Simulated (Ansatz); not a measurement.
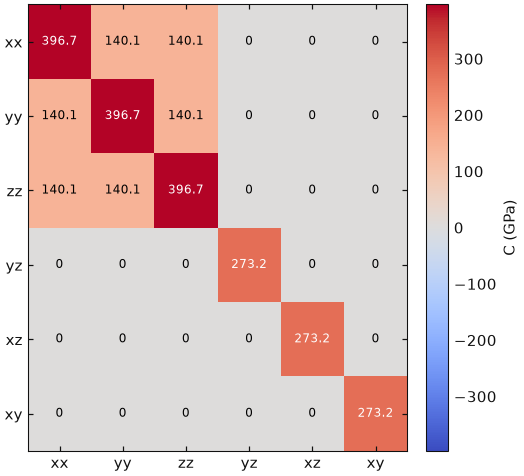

Figure. Stiffness matrix in Voigt order for SiC, space group F-43m (No. 216).

All six eigenvalues of the matrix are positive (the least is 257 GPa), so the crystal is mechanically stable. Over all directions E runs from 324 to 584 GPa, a ratio of 1.80. E is 324 GPa along x, y and z alike, and 584 GPa along the body diagonal x + y + z. The Hill averages are K = 226 GPa and G = 202 GPa; K/G = 1.12.

Calculation (Ansatz 0.2.0): plane-wave DFT, no spin polarisation; elastic constants in Voigt order on the axes of the given cell. Level: PBE.

- k mesh: 7×7×7
- occupations: fixed
- potentials: Ansatz PAW
- wave cutoff: 420 eV
- density cutoff: 1680 eV
- program settings: xc grid level 2, xc grid task forces

The given structure:
```
CELL_PARAMETERS angstrom
0.00000 2.17900 2.17900
2.17900 0.00000 2.17900
2.17900 2.17900 0.00000
ATOMIC_POSITIONS crystal
Si 0.00000 0.00000 0.00000
C 0.75000 0.75000 0.75000
```

Limits of the calculation: cell stressed by over 3 GPa.

Input file:
```
crystal:
  lattice:
    - [0.0, 2.179, 2.179]
    - [2.179, 0.0, 2.179]
    - [2.179, 2.179, 0.0]
  atoms:
    - { symbol: Si, position: [0.0, 0.0, 0.0] }
    - { symbol: C, position: [0.75, 0.75, 0.75] }
hamiltonian:
  xc: pbe
  pseudopotentials: { kind: paw }
kpoints:
  mp_grid: { grid: [7, 7, 7] }
scf:
  occupations: { method: fixed }
output:
  forces: true
  stress: true
elastic:
  mode: clamped_ion
  stencil: two_point
```

Run as:
```bash
ansatz run input.yaml --threads 2 --pin off --max-ram 5632MiB --backend cpu --events-out ev --progress --plain --runs-dir out
```
